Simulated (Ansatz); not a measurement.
**TiO2 (P4_2/mnm): scan of the energy under strain**

What does a strain cost in TiO2 (P4_2/mnm)? A script is to give a scan of the energy under strain; the system is TiO2 (P4_2/mnm).

Program: Ansatz 0.2.0 through its Python package. Level of theory: DFT revPBE+D3(BJ) with three-body term, plane waves, PAW. These are calculated values, not measurements.

## Step 1: The system

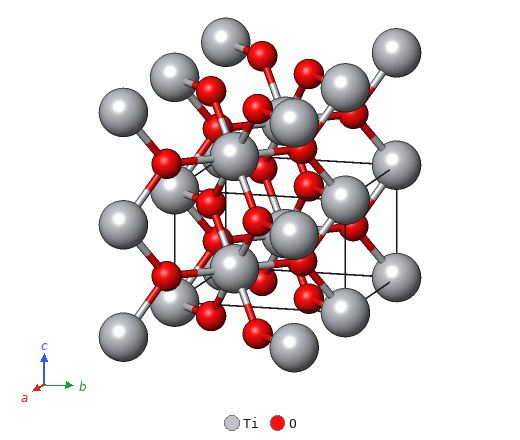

The structure that the script starts from, seen slightly off an axis (titanium light grey, oxygen red). 2×1×2 cells are drawn. Atoms on cell faces are repeated.

No structure file is read: the coordinates are typed or built in the script.

## Step 2: Script

Input file strain_tio2.py:

```python
# -*- coding: utf-8 -*-
"""Energy of TiO2 under uniaxial strain, ions carried with the cell."""

import warnings

import ansatz as az
import numpy as np

VECTORS = np.array([
    [4.5922, 0.0, 0.0],
    [0.0, 4.5922, 0.0],
    [0.0, 0.0, 2.9574],
])
SITES = [
    ("Ti", (0.0, 0.0, 0.0)),
    ("Ti", (0.5, 0.5, 0.5)),
    ("O", (0.30496, 0.30496, 0.0)),
    ("O", (0.19504, 0.80496, 0.5)),
    ("O", (0.69504, 0.69504, 0.0)),
    ("O", (0.80496, 0.19504, 0.5)),
]


def on_lattice(cell):
    crystal = az.Crystal(lattice=az.Lattice.of(cell))
    for symbol, position in SITES:
        crystal = crystal.atom(symbol, position)
    return crystal

warnings.simplefilter("ignore", az.DeckWarning)

# clamped ions: the fractional positions stay as typed
values = np.linspace(-0.05, 0.05, 7)
energies = []
for d in values:
    strain = np.diag([0, 0, d])
    cell = VECTORS @ (np.eye(3) + strain)
    setup = (
        on_lattice(cell).calculation()
        .scf(max_iterations=100)
        .basis(530)
        .functional("revpbe", dispersion="d3bjatm")
        .occupations("fermi_dirac", width=0.05)
        .kpoints(4, 4, 6)
    )
    report = setup.run().report
    energies.append(report["free_energy_ev"] / len(SITES))
    print(f"d = {d:+.4f}  F = {energies[-1]:.5f} eV/atom")
energies = np.array(energies)

for value, e in zip(values, energies):
    print(f"strain {value:7.3f}   E - Emin = {1000 * (e - energies.min()):9.3f} meV/atom")
np.savetxt("strain.csv", np.column_stack([values, energies]), fmt="%.6f", delimiter=",", header="strain,energy_eV_per_atom")
curvature = 2 * np.polyfit(values, energies, 3)[1]
volume = abs(np.linalg.det(VECTORS)) / len(SITES)
print(f"d2E/dd2 over the volume: {curvature / volume * 160.21766:.1f} GPa")
```

## Step 3: The run

Launch:

```
$ python strain_tio2.py
```

Output:

```text
d = -0.0500  F = -1215.14880 eV/atom
d = -0.0333  F = -1215.17723 eV/atom
d = -0.0167  F = -1215.19398 eV/atom
d = +0.0000  F = -1215.20039 eV/atom
d = +0.0167  F = -1215.19770 eV/atom
d = +0.0333  F = -1215.18700 eV/atom
d = +0.0500  F = -1215.16929 eV/atom
strain  -0.050   E - Emin =    51.590 meV/atom
strain  -0.033   E - Emin =    23.167 meV/atom
strain  -0.017   E - Emin =     6.413 meV/atom
strain   0.000   E - Emin =     0.000 meV/atom
strain   0.017   E - Emin =     2.690 meV/atom
strain   0.033   E - Emin =    13.390 meV/atom
strain   0.050   E - Emin =    31.108 meV/atom
d2E/dd2 over the volume: 510.2 GPa
```

Run time: 21 s. Hardware: 1 thread of Arm Neoverse V2, shared host; peak memory 0.41 GiB.

It wrote strain.csv:

```csv
# strain,energy_eV_per_atom
-0.050000,-1215.148804
-0.033333,-1215.177227
-0.016667,-1215.193981
0.000000,-1215.200394
0.016667,-1215.197704
0.033333,-1215.187004
0.050000,-1215.169285
```

## Step 4: Run by run

The 7 runs, in the order started:

| run | strain | energy from run 4 (meV/atom) | SCF cycles | CPU time (s) |
| --- | --- | --- | --- | --- |
| 1 | -0.050 | 51.59 | 7 | 2.9 |
| 2 | -0.033 | 23.17 | 7 | 2.8 |
| 3 | -0.017 | 6.41 | 7 | 2.8 |
| 4 | 0.000 | 0.00 | 7 | 2.8 |
| 5 | 0.017 | 2.69 | 7 | 2.8 |
| 6 | 0.033 | 13.39 | 7 | 2.8 |
| 7 | 0.050 | 31.11 | 7 | 2.8 |

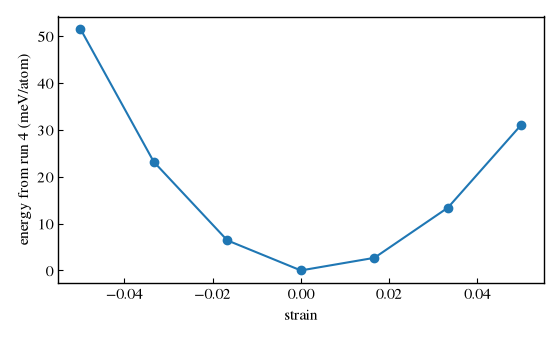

Energy against strain; lines join the points.

## Step 5: Results

| quantity | value |
| --- | --- |
| curvature under the strain | 510.2 GPa |
| runs compared | 7 |
| range of energy | 51.59 meV/atom |
| lowest point, strain | 0.000 |

**Reading.** Against the unstrained cell the energy per atom changes by +51.59 meV at one end of the scan and +31.11 meV at the other, and its second derivative over the volume is 510.2 GPa. Caveats:
- Spin is left out of this run.
- The curvature belongs to this strain pattern and to the cell's stress; it equals a single elastic constant only for simple patterns.
- The ions keep their fractional positions (clamped ions).
